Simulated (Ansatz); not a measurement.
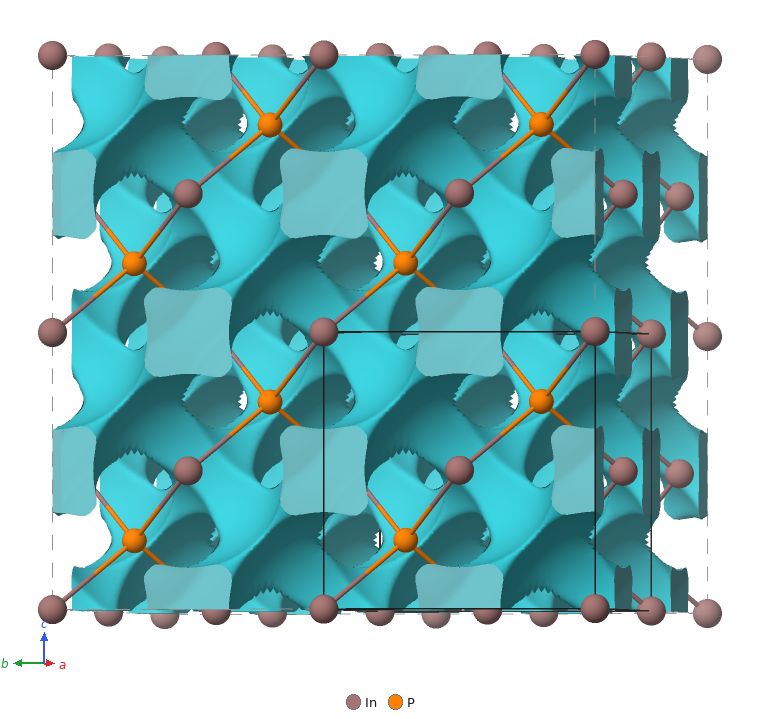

The teal surface encloses the points that the centre of a probe sphere of radius 0.65 Å can occupy in InP (F-43m), computed on a grid of about 0.12 Å (2×2×2 cells shown, view from a free direction; pale faces close the region where the box cuts it).

Hard-sphere model; covalent radii (Cordero): In 1.42 Å, P 1.07 Å.

Origin of the cell: a calculation's input that goes back to an entry of the Crystallography Open Database (an earlier step may have relaxed or displaced it).

```
In P
1.0
     5.90763    0.00000    0.00000
     0.00000    5.90763    0.00000
     0.00000    0.00000    5.90763
In P
4 4
Direct
  0.00000 0.00000 0.00000
  0.00000 0.50000 0.50000
  0.50000 0.00000 0.50000
  0.50000 0.50000 0.00000
  0.25000 0.25000 0.75000
  0.25000 0.75000 0.25000
  0.75000 0.25000 0.25000
  0.75000 0.75000 0.75000
```

**Do these regions connect?**

Where they connect, they form a three-dimensional network.

**What share of the cell can the probe's centre reach?**

About 17 % of the volume (36 Å³ of 206.2 Å³).

**Give the largest included and the largest free sphere.**

The largest sphere that fits anywhere has a diameter of 2.98 Å; the largest that can travel through the crystal, about 2.0 Å.

**How does the connectivity change as the probe shrinks?**

Below a radius of about 0.99 Å the space forms a three-dimensional network. These are grid estimates, good to about 0.05 Å.
